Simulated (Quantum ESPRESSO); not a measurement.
# Optical response of CdS (Hawleyite)

Aim: the dielectric function of CdS (Hawleyite), and the optical constants that follow from it.

Main program and level: Quantum ESPRESSO 7.5; DFT, PBE, plane waves with norm-conserving potentials (PseudoDojo), scalar-relativistic, independent-particle optical response without local fields and without the non-local commutator.

### 1. The starting structure

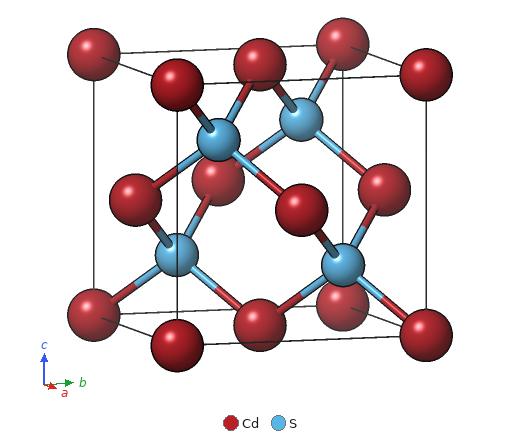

The cell as given, slightly off an axis (cadmium red, sulfur blue). This picture shows the conventional cell, with its axes. Bonds to atoms that aren't drawn are left out. Some periodic images of atoms are drawn too.

### 2. Ground state

The self-consistent density comes first; it also tells whether there is a gap, which decides the occupations and the need for a Drude term.

This step: DFT, PBE, plane waves with norm-conserving potentials (PseudoDojo), scalar-relativistic, ground state (Quantum ESPRESSO 7.5).

The input, scf.in:

```
&control
  calculation = 'scf'
  prefix = 'x'
  outdir = './tmp'
  pseudo_dir = './'
  verbosity = 'high'
/
&system
  ibrav = 0
  nat = 2
  ntyp = 2
  ecutwfc = 90
  occupations = 'smearing'
  smearing = 'fd'
  degauss = 0.003675
  nbnd = 17
/
&electrons
  conv_thr = 1e-09
  electron_maxstep = 100
/
ATOMIC_SPECIES
  Cd 1.0 Cd.upf
  S 1.0 S.upf
CELL_PARAMETERS angstrom
  0.000000000000 2.916500000000 2.916500000000
  2.916500000000 0.000000000000 2.916500000000
  2.916500000000 2.916500000000 0.000000000000
ATOMIC_POSITIONS crystal
  Cd 0.000000000000 0.000000000000 0.000000000000
  S 0.750000000000 0.750000000000 0.750000000000
K_POINTS automatic
  7 7 7 0 0 0
```

On the command line:

```bash
mpirun -n 4 pw.x -nk 4 -in scf.in
```

The program printed:

```text
for quantum simulation of materials; please cite

     using ibrav=0 with symmetry is DISCOURAGED, use correct ibrav instead

     G-vector sticks info
     --------------------
     sticks:   dense  smooth     PW     G-vecs:    dense   smooth      PW
     Sum        1507    1507    433                38709    38709    5961

     Using Slab Decomposition

     bravais-lattice index     =            0
     lattice parameter (alat)  =       7.7943  a.u.
     unit-cell volume          =     334.8209 (a.u.)^3
     number of atoms/cell      =            2
     number of atomic types    =            2
     number of electrons       =        26.00
     number of Kohn-Sham states=           17
     kinetic-energy cutoff     =      90.0000  Ry
     charge density cutoff     =     360.0000  Ry
     scf convergence threshold =      1.0E-09
     mixing beta               =       0.7000
     number of iterations used =            8  plain     mixing
     Exchange-correlation= PBE
                           (   1   4   3   4   0   0   0)

     celldm(1)=   7.794277  celldm(2)=   0.000000  celldm(3)=   0.000000
     celldm(4)=   0.000000  celldm(5)=   0.000000  celldm(6)=   0.000000

     crystal axes: (cart. coord. in units of alat)
               a(1) = (   0.000000   0.707107   0.707107 )
               a(2) = (   0.707107   0.000000   0.707107 )
               a(3) = (   0.707107   0.707107   0.000000 )

     reciprocal axes: (cart. coord. in units 2 pi/alat)
               b(1) = ( -0.707107  0.707107  0.707107 )
               b(2) = (  0.707107 -0.707107  0.707107 )
               b(3) = (  0.707107  0.707107 -0.707107 )

     ./Cd.upf
     Pseudo is Norm-conserving + core correction, Zval = 20.0
     Generated using ONCVPSP code by D. R. Hamann
     Using radial grid of 1368 points,  6 beta functions with:
                l(1) =   0
                l(2) =   0
                l(3) =   1
                l(4) =   1
                l(5) =   2
                l(6) =   2

     ./S.upf
     Pseudo is Norm-conserving + core correction, Zval =  6.0
     Generated using ONCVPSP code by D. R. Hamann
     Using radial grid of 1146 points,  6 beta functions with:
                l(1) =   0
                l(2) =   0
                l(3) =   1
                l(4) =   1
                l(5) =   2
                l(6) =   2

     atomic species   valence    mass     pseudopotential
     Cd               20.00     1.00000     Cd( 1.00)
     S                 6.00     1.00000     S ( 1.00)

     24 Sym. Ops. (no inversion) found

                                    s                        frac. trans.

     [... symmetry matrices left out ...]
   Cartesian axes

     site n.     atom                  positions (alat units)
         1        Cd     tau(   1) = (   0.0000000   0.0000000   0.0000000  )
         2        S      tau(   2) = (   1.0606602   1.0606602   1.0606602  )

   Crystallographic axes

     site n.     atom                  positions (cryst. coord.)
         1        Cd     tau(   1) = (  0.0000000  0.0000000  0.0000000  )
         2        S      tau(   2) = (  0.7500000  0.7500000  0.7500000  )

     number of k points=    20  Fermi-Dirac smearing, width (Ry)=  0.0037
                       cart. coord. in units 2pi/alat
        k(    1) = (   0.0000000   0.0000000   0.0000000), wk =   0.0058309
        k(    2) = (   0.1010153   0.1010153  -0.1010153), wk =   0.0466472
        k(    3) = (   0.2020305   0.2020305  -0.2020305), wk =   0.0466472
        k(    4) = (   0.3030458   0.3030458  -0.3030458), wk =   0.0466472
        k(    5) = (   0.2020305  -0.0000000   0.0000000), wk =   0.0349854
        k(    6) = (   0.3030458   0.1010153  -0.1010153), wk =   0.1399417
        k(    7) = (   0.4040610   0.2020305  -0.2020305), wk =   0.1399417
        k(    8) = (  -0.2020305  -0.4040610   0.4040610), wk =   0.1399417
        k(    9) = (  -0.1010153  -0.3030458   0.3030458), wk =   0.1399417
        k(   10) = (  -0.0000000  -0.2020305   0.2020305), wk =   0.0699708
        k(   11) = (   0.4040610  -0.0000000   0.0000000), wk =   0.0349854
        k(   12) = (   0.5050763   0.1010153  -0.1010153), wk =   0.1399417
        k(   13) = (  -0.1010153  -0.5050763   0.5050763), wk =   0.1399417
        k(   14) = (   0.0000000  -0.4040610   0.4040610), wk =   0.0699708
        k(   15) = (   0.6060915  -0.0000000   0.0000000), wk =   0.0349854
        k(   16) = (  -0.0000000  -0.6060915   0.6060915), wk =   0.0699708
[...]
cryst. coord.
[...]
k(   13) = (  -0.0000000   0.2857143  -0.4285714), wk =   0.1399417
        k(   14) = (  -0.0000000   0.2857143  -0.2857143), wk =   0.0699708
        k(   15) = (   0.0000000   0.4285714   0.4285714), wk =   0.0349854
        k(   16) = (   0.0000000   0.4285714  -0.4285714), wk =   0.0699708
        k(   17) = (   0.1428571   0.2857143   0.4285714), wk =   0.1399417
        k(   18) = (   0.1428571   0.2857143  -0.4285714), wk =   0.2798834
        k(   19) = (   0.1428571   0.4285714  -0.4285714), wk =   0.1399417
        k(   20) = (   0.1428571   0.4285714  -0.2857143), wk =   0.1399417

     Dense  grid:    38709 G-vectors     FFT dimensions: (  48,  48,  48)

     Initial potential from superposition of free atoms

     starting charge      25.9997, renormalised to      26.0000
     Starting wfcs are   14 randomized atomic wfcs +    3 random wfcs

     Self-consistent Calculation

     iteration #  1     ecut=    90.00 Ry     beta= 0.70
     Davidson diagonalization with overlap

            61 MiB given to the printing process from OS
            33 MiB allocation reported by mallinfo(arena+hblkhd)
------------------
     ethr =  1.00E-02,  avg # of iterations =  5.3

     Threshold (ethr) on eigenvalues was too large:
     Diagonalizing with lowered threshold

     Davidson diagonalization with overlap

            67 MiB given to the printing process from OS
            37 MiB allocation reported by mallinfo(arena+hblkhd)
------------------
     ethr =  4.87E-04,  avg # of iterations =  1.7

     total energy              =    -372.78378212 Ry
     estimated scf accuracy    <       0.12452748 Ry

     iteration #  2     ecut=    90.00 Ry     beta= 0.70
     Davidson diagonalization with overlap

            78 MiB given to the printing process from OS
            44 MiB allocation reported by mallinfo(arena+hblkhd)
------------------
     ethr =  4.79E-04,  avg # of iterations =  2.2

     total energy              =    -372.81899189 Ry
     estimated scf accuracy    <       0.06648923 Ry

     iteration #  3     ecut=    90.00 Ry     beta= 0.70
     Davidson diagonalization with overlap

            79 MiB given to the printing process from OS
            45 MiB allocation reported by mallinfo(arena+hblkhd)
------------------
     ethr =  2.56E-04,  avg # of iterations =  2.0

     total energy              =    -372.83306030 Ry
     estimated scf accuracy    <       0.00063098 Ry

     iteration #  4     ecut=    90.00 Ry     beta= 0.70
     Davidson diagonalization with overlap

            80 MiB given to the printing process from OS
            46 MiB allocation reported by mallinfo(arena+hblkhd)
------------------
     ethr =  2.43E-06,  avg # of iterations =  4.5

     total energy              =    -372.83324640 Ry
     estimated scf accuracy    <       0.00008327 Ry

     iteration #  5     ecut=    90.00 Ry     beta= 0.70
     Davidson diagonalization with overlap

            82 MiB given to the printing process from OS
            47 MiB allocation reported by mallinfo(arena+hblkhd)
------------------
     ethr =  3.20E-07,  avg # of iterations =  2.0

     total energy              =    -372.83325974 Ry
     estimated scf accuracy    <       0.00000225 Ry

     iteration #  6     ecut=    90.00 Ry     beta= 0.70
     Davidson diagonalization with overlap

            82 MiB given to the printing process from OS
            49 MiB allocation reported by mallinfo(arena+hblkhd)
------------------
     ethr =  8.64E-09,  avg # of iterations =  2.9

     total energy              =    -372.83326068 Ry
     estimated scf accuracy    <       0.00000014 Ry

     iteration #  7     ecut=    90.00 Ry     beta= 0.70
     Davidson diagonalization with overlap

            84 MiB given to the printing process from OS
            50 MiB allocation reported by mallinfo(arena+hblkhd)
------------------
     ethr =  5.29E-10,  avg # of iterations =  3.1

     total energy              =    -372.83326073 Ry
     estimated scf accuracy    <          3.3E-09 Ry

     iteration #  8     ecut=    90.00 Ry     beta= 0.70
     Davidson diagonalization with overlap

            85 MiB given to the printing process from OS
            51 MiB allocation reported by mallinfo(arena+hblkhd)
------------------
     ethr =  1.25E-11,  avg # of iterations =  3.0

     End of self-consistent calculation

          k = 0.0000 0.0000 0.0000 (  4909 PWs)   bands (ev):

   -94.3773 -55.4409 -55.4409 -55.4409  -5.3841  -0.7410  -0.7410  -0.7410
    -0.2621  -0.2621   6.9804   6.9804   6.9804   8.1259  13.5127  13.5127
    13.5127

     occupation numbers
     1.0000   1.0000   1.0000   1.0000   1.0000   1.0000   1.0000   1.0000
     1.0000   1.0000   1.0000   1.0000   1.0000   0.0000   0.0000   0.0000
     0.0000

          k = 0.1010 0.1010-0.1010 (  4828 PWs)   bands (ev):

   -94.3770 -55.4408 -55.4407 -55.4407  -5.3040  -0.7122  -0.7122  -0.6695
    -0.2628  -0.2628   5.7535   6.8251   6.8251   9.1072  13.2123  13.7604
    13.7604

     occupation numbers
     1.0000   1.0000   1.0000   1.0000   1.0000   1.0000   1.0000   1.0000
     1.0000   1.0000   1.0000   1.0000   1.0000   0.0000   0.0000   0.0000
     0.0000

          k = 0.2020 0.2020-0.2020 (  4828 PWs)   bands (ev):

   -94.3770 -55.4410 -55.4408 -55.4408  -5.1228  -0.6565  -0.6565  -0.4071
    -0.2529  -0.2529   4.0868   6.5031   6.5031   9.8757  13.4139  14.0501
    14.0501

     occupation numbers
     1.0000   1.0000   1.0000   1.0000   1.0000   1.0000   1.0000   1.0000
     1.0000   1.0000   1.0000   1.0000   1.0000   0.0000   0.0000   0.0000
     0.0000

     [... further k points left out ...]

     the Fermi energy is     7.5867 ev

!    total energy              =    -372.83326073 Ry
     estimated scf accuracy    <          7.7E-10 Ry
     smearing contrib. (-TS)   =      -0.00000001 Ry
     internal energy E=F+TS    =    -372.83326072 Ry

     The total energy is F=E-TS. E is the sum of the following terms:
     one-electron contribution =    -249.52100766 Ry
     hartree contribution      =     130.34783563 Ry
     xc contribution           =     -54.84763019 Ry
     ewald contribution        =    -198.81245849 Ry

     convergence has been achieved in   8 iterations

     XML data file, charge density, pseudopotentials, collected wavefunctions

                                        0.00s GPU  (     181 calls)

=------------------------------------------------------------------------------=
   JOB DONE.
=------------------------------------------------------------------------------=
```

Elapsed: 6 s, on 4 MPI ranks of Arm Neoverse V2, shared host; peak memory 0.08 GiB; 24 s of CPU time.

Read-outs, printed or worked out from the files:

```
total energy           : -372.8 Ry
gap on the k-mesh      : 1.145 eV
direct gap on the mesh : 1.145 eV
```

There is a gap, 1.15 eV on this mesh (points off the mesh can give less), so no carriers' term is needed.

(Part 1 of 3 ends here.)

[Machine, clock, banner and «Message from routine» lines are left out of the logs.]

[Logs are printed without paths, hosts, clocks, repeated set-up lines and the standing remarks that a program may print on its own settings, such as how far it seeks lower states.]

[Hosts, paths, dates, database ids (printed as entryN), source tags and the programs' standing remarks are cut or masked in the printed files.]
